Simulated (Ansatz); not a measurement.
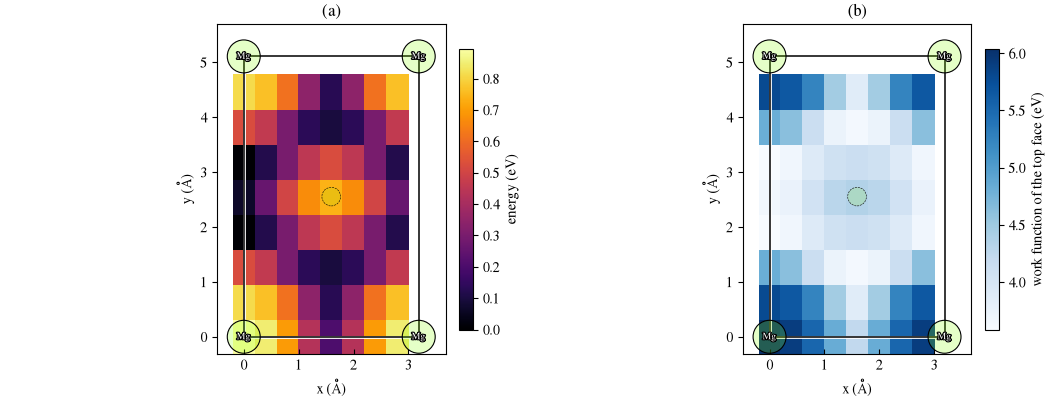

H on a Mg(100) slab cut from the P6_3/mmc phase, its upper half relaxed before the scan (4 atoms of substrate and one adsorbate in a 1 × 1 cell). H is moved over the surface cell; relaxed at each place: the height of the adsorbate's atoms; substrate rigid; the origin of the map has the adsorbate above Mg4. Places are given modulo a cell vector. The map is drawn in real space over the plane of the surface. The grid has 8 × 8 points; 25 points were computed and 39 follow by symmetry. Energies: eV, counted from the lowest grid point. The relaxed height changes by up to 0.9 Å between neighbouring points. With one adsorbate in each 1 × 1 cell, its nearest image is 3.2 Å away, so neighbouring adsorbates interact. Method: DFT PBEsol, scalar-relativistic, plane waves, PAW (Ansatz 0.2.0). Settings: cutoff 420 eV, k-mesh 8×5×1, gaussian smearing 0.1 eV, no spin polarisation.

Panel (a) is the energy and panel (b) the computed work function of the top face on the same grid.

Drawn: one coloured cell a grid point, labelled circles for the atoms of the top layer and small ones for the second layer, the outline of one cell of the plane.

How does the work function of the top face vary over the map, and what is it at the lowest grid point?

Answer. It runs from 3.59 eV at (0/8, 3/8) of the cell vectors [nearest 1 Mg at 1.94 Å] to 6.04 eV at the top site over a surface Mg atom, (0/8, 0/8) of the cell vectors. At the lowest grid point, (0/8, 3/8) of the cell vectors [nearest 1 Mg at 1.94 Å], it is 3.59 eV.
